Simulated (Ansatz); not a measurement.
TiSi16 (cell with a defect)

Input

```
crystal:
  lattice:
    - [0.0, 5.43, 5.43]
    - [5.43, 0.0, 5.43]
    - [5.43, 5.43, 0.0]
  atoms:
    - { symbol: Si, position: [0.0, 0.0, 0.0] }
    - { symbol: Si, position: [0.125, 0.125, 0.125] }
    - { symbol: Si, position: [0.0, 0.0, 0.5] }
    - { symbol: Si, position: [0.125, 0.125, 0.625] }
    - { symbol: Si, position: [0.0, 0.5, 0.0] }
    - { symbol: Si, position: [0.125, 0.625, 0.125] }
    - { symbol: Si, position: [0.0, 0.5, 0.5] }
    - { symbol: Si, position: [0.125, 0.625, 0.625] }
    - { symbol: Si, position: [0.5, 0.0, 0.0] }
    - { symbol: Si, position: [0.625, 0.125, 0.125] }
    - { symbol: Si, position: [0.5, 0.0, 0.5] }
    - { symbol: Si, position: [0.625, 0.125, 0.625] }
    - { symbol: Si, position: [0.5, 0.5, 0.0] }
    - { symbol: Si, position: [0.625, 0.625, 0.125] }
    - { symbol: Si, position: [0.5, 0.5, 0.5] }
    - { symbol: Si, position: [0.625, 0.625, 0.625] }
    - { symbol: Ti, position: [0.7482882, 0.2534917, 0.2511231] }
basis:
  ecutwfc: 420.0
kpoints:
  mp_grid: { grid: [2, 2, 2] }
hamiltonian:
  xc: pbe
  dispersion: d3bj
  pseudopotentials: { kind: paw, azcp: { folder: soft_1 } }
scf:
  occupations: { method: gaussian, width: 0.05 }
  lower_state_search: "off"
relax:
  f_tol: 0.03
  max_steps: 60
  adjacent_minimum: "off"
output:
  write_density: true
  write_potential: true
  elf: true
  volumetric_format: npy
```

Command:

```sh
ansatz run input.yaml --threads 1 --pin off --max-ram 3072MiB --backend cpu --events-out ev --progress --plain --runs-dir out
```

The fields are those of the relaxed geometry.

Computed without spin polarisation; PAW files of the earlier set (soft_1).

Computed with Ansatz 0.2.0, DFT PBE-D3(BJ), scalar-relativistic, plane waves, PAW.

In a PAW calculation such maps are meaningful between the atoms, not at the nuclei.

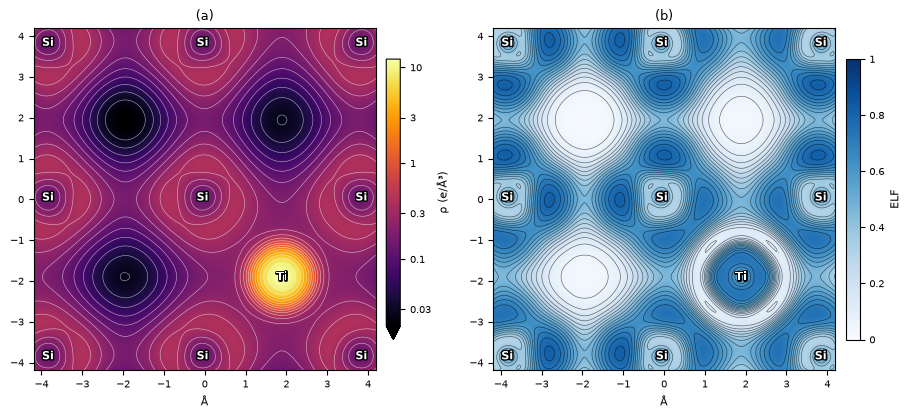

Figure 1. (a) valence electron density; (b) ELF on the (011) plane of the calculation cell.

> Read the bonding off the picture.

- Atoms in the plane: Si and Ti.
- Ti–Si (2.75 Å): the density is about 0.27 e/Å³ at the midpoint; the ELF peaks at about 0.70 in the valence shell of Si, 1.0 Å from its nucleus, and is about 0.35 at the midpoint.
- Between the atoms the lowest density in this plane is 0.02 e/Å³.
- The features right at Ti lie inside the PAW spheres, where the map follows smoothed inner orbitals and isn't to be read closely.

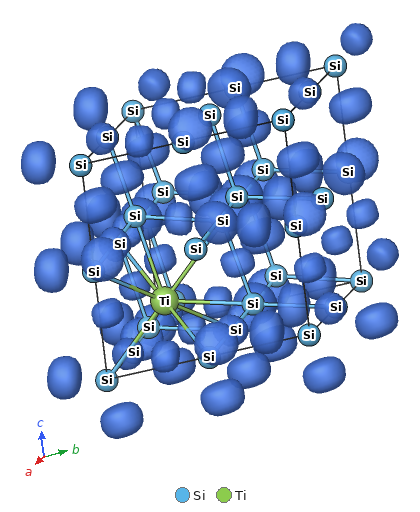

Figure 2. Isosurface of the ELF at 0.85 (blue), seen slightly off an axis. Core shells and regions of very low density are left out. Sticks mark near contacts.

> Describe the localisation domains.

The ELF exceeds this value in 32 regions between bonded Si–Si atoms, counted in one cell of 17 atoms. Any copies at cell faces, edges or corners count once. Along the contacts the grid gives the following. Si–Si (2.27 Å): the ELF peaks at about 0.95 between the atoms. Ti–Si (2.43 Å): the ELF peaks at about 0.60 in the valence shell of Si, 0.9 Å from its nucleus, and is about 0.35 at the midpoint.

> Does the calculation make it a metal, or give it a gap?

It is gapless in this calculation (a metal or semimetal).
